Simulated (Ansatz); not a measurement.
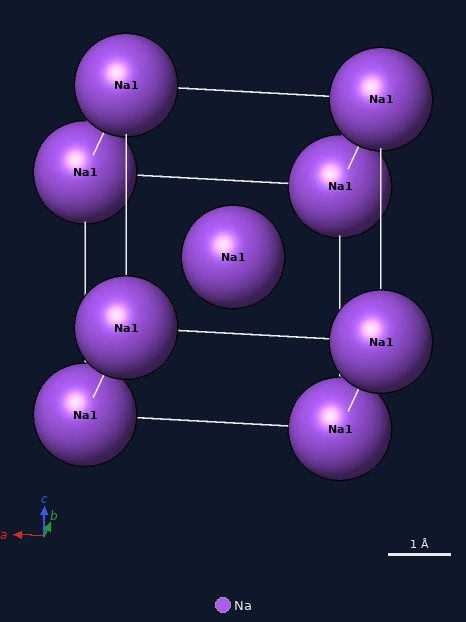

Figure 1. The structure as given in the input (spheres-only view of the cell 2 times as large as that of the calculation, set on its symmetry axes, seen at an oblique angle; atoms are numbered from 1 in the order of the input).

# What a change does: single-point calculation on Na

System: Na (Im-3m, 1 atom in the cell).
Method of the first run: DFT, HSE06, PAW, plane waves (Ansatz 0.2.0).

The structure was built on a prototype by a generator. Text and figures count atoms from 1; the logs count them from 0 in places.

Input, the first run:
```yaml
crystal:
  lattice:
    - [-2.085000, 2.085000, 2.085000]
    - [2.085000, -2.085000, 2.085000]
    - [2.085000, 2.085000, -2.085000]
  atoms:
    - { symbol: Na, position: [0.000000, 0.000000, 0.000000] }
kpoints:
  mp_grid: { grid: [10, 10, 10] }
hamiltonian:
  xc: hse06
scf:
  occupations: { method: fermi_dirac, width: 0.1 }
output:
  forces: true
  eigenvalues: true
  populations: true
```

Hardware: 7 CPU threads, shared host.

Output, shortened to warnings, some set-up lines, iterations and results (the first run):
```
Basis set: ecut = 420 eV, 683 PW (Γ), exchange–correlation on 50×50×50 points (8 copies of the dense FFT grid, shifted against one another)
Symmetry: 48 space group operations
k-points: 47 of 1000
Initial density: superposition of atomic densities (neutral atoms: chi_scale 0, normalization atom), corrected by the library's trained network
[...]
SCF iter   1: F=—  HF=-1486.420422 eV  |F-HF|=—  |Δ(HF+E_count)|=         —  Δρ=3.13e-4  dr2=2.27e-5  ethr=1.77e-3  ⟨swp⟩=9.4  Hψ=2216  notcnv=0
SCF iter   2: F=—  HF=-1486.420528 eV  |F-HF|=—  |Δ(HF+E_count)|=   1.06e-4  Δρ=1.52e-4  dr2=7.83e-6  ethr=2.52e-7  ⟨swp⟩=3.3  Hψ=910  notcnv=0  defer=1
SCF iter   3: F=—  HF=-1486.420554 eV  |F-HF|=—  |Δ(HF+E_count)|=   2.62e-5  Δρ=5.58e-5  dr2=1.38e-6  ethr=8.70e-8  ⟨swp⟩=3.0  Hψ=730  notcnv=0
SCF iter   4: F=—  HF=-1486.420555 eV  |F-HF|=—  |Δ(HF+E_count)|=   8.28e-7  Δρ=1.88e-5  dr2=2.36e-7  ethr=1.53e-8  ⟨swp⟩=2.7  Hψ=677  notcnv=0
SCF iter   5: F=—  HF=-1486.420555 eV  |F-HF|=—  |Δ(HF+E_count)|=   1.51e-8  Δρ=2.83e-6  dr2=2.21e-9  ethr=2.50e-11  ⟨swp⟩=3.0  Hψ=1437  notcnv=0
[... 6 lines ...]
SCF iter   5: F=-1486.552833 eV  HF=-1486.552832 eV  |F-HF|=1.66e-7  |Δ(HF+E_count)|=   8.49e-6  Δρ=5.72e-5  dr2=7.79e-7  ethr=1.90e-7  ⟨swp⟩=2.7  Hψ=706  notcnv=0
SCF 2 stopped early in 5 iterations: F = -1486.552833 eV  dr2 = 7.79e-7
SCF iter   1: F=—  HF=-1486.552761 eV  |F-HF|=—  |Δ(HF+E_count)|=         —  Δρ=6.03e-5  dr2=5.27e-7  ethr=3.69e-7  ⟨swp⟩=5.5  Hψ=1300  notcnv=0
SCF iter   2: F=-1486.552760 eV  HF=-1486.552760 eV  |F-HF|=9.84e-10  |Δ(HF+E_count)|=   4.61e-7  Δρ=1.91e-6  dr2=5.30e-9  ethr=5.80e-9  ⟨swp⟩=3.0  Hψ=839  notcnv=0
SCF 3 converged in 2 iterations: F = -1486.552760 eV  dr2 = 5.30e-9
  Residual-converged pass: ⟨swp⟩=2.7  Hψ=691  notcnv=0  max |occ|·‖R‖ = 6.5e-6 eV (tolerance 6.7e-6 eV)  dr2=5.29e-9  dr2_onsite=4.83e-10  max |Δocc| = 8.0e-11
hybrid outer 2: dexx = +6.683e-8 eV, tail = 1.21e-8 eV, Δε = 3.72e-3 eV (about 2.27e-4 eV left of the loop's levels)
hybrid SCF converged: 2 outer / 7 inner (+6 warm-up), last move |dexx| = 6.68e-8 eV, tail = 1.21e-8 eV
Stability not checked: this state was not tested for a lower state beside it, because the functional holds exact exchange (a hybrid, or Hartree-Fock), whose exchange loop this test does not read (fock_operator; see scf.lower_state_search)
Free energy (F): -1486.552760 eV
Harris-Foulkes:  -1486.552760 eV  (|F-HF|=9.84e-10)
Internal energy: -1486.536362 eV  (E = F + TS)
E sigma→0 (E₀):  -1486.544561 eV
Entropy (-TS):   -0.016398 eV (-16.398 meV/atom)
Fermi energy:    1.842840 eV
--- Per-component energies (eV) ---
  E_band       = -267.312457
  E_kinetic    = 120.576468
  E_local      = -1438.513682  (includes V_loc(G=0)·N_el)
  E_nonlocal   = 115.324673
  E_hartree    = 526.664751
  E_xc         = -31.018465
  E_vxc        = -39.440992  (∫ρ·V_xc dr)
  E_exx        = -42.509943  (= α·E_x^exact, valence–valence)
  E_paw        = -228.069703  (= ΣΔE_a)
  E_vpaw       = 6.431857  (= ΣTr[D̂ρ^β])
  E_aug_tail   = -0.000027  (compensation charges beyond the density's cutoff)
  E_ewald      = -508.956522
  E_core_change = -0.033912  (= ΣΔE_core)
  E_smearing   = -0.016398  (= −TS)
  E_closure    = 0.000000  (closes the sum)
  Σ components = -1486.552760   (vs F -1486.552760, Δ=0.00e0)
--- Forces (eV/Å), atoms counted from 1 ---
  atom   1  Na    -0.00000000     0.00000000    -0.00000000
  max |Σ_I F_I| component: 1.45e-29 eV/Å
--- Löwdin populations: 1 site ---
  site symbol       q [e]
     0     Na      8.9623
  spilling = 0.004188 (of n_electrons = 9.000000)
```

For the second run the input was changed thus:
```diff
-  xc: hse06
+  xc: r2scan
```

What does this change do to the results?

The total energies belong to different methods, so their difference says nothing on which is more stable or more accurate. The functional changes from HSE06 to r2SCAN. The SCF takes 6 iterations against 13. The default cutoff goes from 420 to 500 eV with the change. The plane waves at Γ go from 683 to 935.

Output, shortened to warnings, some set-up lines, iterations and results (the second run):
```
Basis set: ecut = 500 eV, 935 PW (Γ), exchange–correlation on 108×108×108 points (64 copies of the dense FFT grid, shifted against one another)
Symmetry: 48 space group operations
k-points: 47 of 1000
Initial density: superposition of atomic densities (neutral atoms: chi_scale 0, normalization atom), corrected by the library's trained network
[...]
SCF iter   1: F=—  HF=-1488.621691 eV  |F-HF|=—  |Δ(HF+E_count)|=         —  Δρ=7.32e-3  dr2=8.60e-3  dr2_τ=1.24e-4  ethr=1.77e-3  ⟨swp⟩=5.0  Hψ=2735  notcnv=0
SCF iter   2: F=—  HF=-1488.616988 eV  |F-HF|=—  |Δ(HF+E_count)|=   4.70e-3  Δρ=2.41e-3  dr2=1.09e-3  dr2_τ=3.04e-4  ethr=9.55e-5  ⟨swp⟩=2.0  Hψ=1182  notcnv=0  defer=2
SCF iter   3: F=—  HF=-1488.617204 eV  |F-HF|=—  |Δ(HF+E_count)|=   2.16e-4  Δρ=6.38e-4  dr2=8.03e-5  dr2_τ=1.81e-5  ethr=1.22e-5  ⟨swp⟩=2.0  Hψ=633  notcnv=0  defer=2
SCF iter   4: F=—  HF=-1488.617331 eV  |F-HF|=—  |Δ(HF+E_count)|=   1.27e-4  Δρ=7.00e-5  dr2=1.83e-6  dr2_τ=2.17e-7  ethr=8.92e-7  ⟨swp⟩=2.1  Hψ=521  notcnv=0  defer=2
SCF iter   5: F=—  HF=-1488.617333 eV  |F-HF|=—  |Δ(HF+E_count)|=   1.87e-6  Δρ=1.93e-5  dr2=2.31e-7  dr2_τ=1.56e-8  ethr=2.04e-8  ⟨swp⟩=1.6  Hψ=455  notcnv=0  defer=2
SCF iter   6: F=-1488.617333 eV  HF=-1488.617333 eV  |F-HF|=6.97e-9  |Δ(HF+E_count)|=   1.14e-7  Δρ=5.01e-6  dr2=5.52e-9  dr2_τ=8.60e-10  ethr=1.11e-9  ⟨swp⟩=5.4  Hψ=1980  …
SCF 1 converged in 6 iterations: F = -1488.617333 eV  dr2 = 5.52e-9
SCF converged after 6 iterations
Free energy (F): -1488.617333 eV
Harris-Foulkes:  -1488.617333 eV  (|F-HF|=6.97e-9)
Internal energy: -1488.599957 eV  (E = F + TS)
E sigma→0 (E₀):  -1488.608645 eV
Entropy (-TS):   -0.017376 eV (-17.376 meV/atom)
Fermi energy:    1.841728 eV
--- Per-component energies (eV) ---
  E_band       = -251.119841
  E_kinetic    = 120.207222
  E_local      = -1439.113973  (includes V_loc(G=0)·N_el)
  E_nonlocal   = 115.924157
  E_hartree    = 526.894384
  E_xc         = -35.781973
  E_vxc        = -53.831892  (∫ρ·V_xc dr)
  E_paw        = -267.746985  (= ΣΔE_a)
  E_vpaw       = -52.930590  (= ΣTr[D̂ρ^β])
  E_aug_tail   = -0.000001  (compensation charges beyond the density's cutoff)
  E_vtau       = 4.834912  (kinetic-family band-sum trace: ∫τ·v_τ [+ j·A + Jᵃ·Aᵃ] dr)
  E_ewald      = -508.956522
  E_core_change = -0.026267  (= ΣΔE_core)
  E_smearing   = -0.017376  (= −TS)
  E_closure    = -0.000000  (closes the sum)
  Σ components = -1488.617333   (vs F -1488.617333, Δ=0.00e0)
--- Forces (eV/Å), atoms counted from 1 ---
  atom   1  Na     0.00000000    -0.00000000    -0.00000000
  max |Σ_I F_I| component: 6.57e-32 eV/Å
--- Löwdin populations: 1 site ---
  site symbol       q [e]
     0     Na      8.9550
  spilling = 0.005004 (of n_electrons = 9.000000)
```

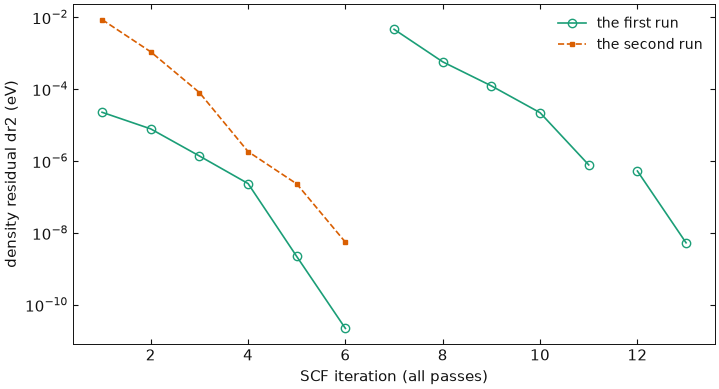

Figure 2. Convergence of the two runs: density residual dr2 against the SCF iteration. A break in a curve parts two SCF passes. The first run takes 13 iterations in all, and the second run takes 6.

The two runs side by side:

```tsv
quantity	the first run	the second run
outcome	converged	converged
free energy per atom (eV)	−1486.5528	−1488.6173
largest force (eV/Å)	0.000	0.000
SCF iterations	13	6
irreducible k-points	47	47
plane waves at Γ	683	935
```
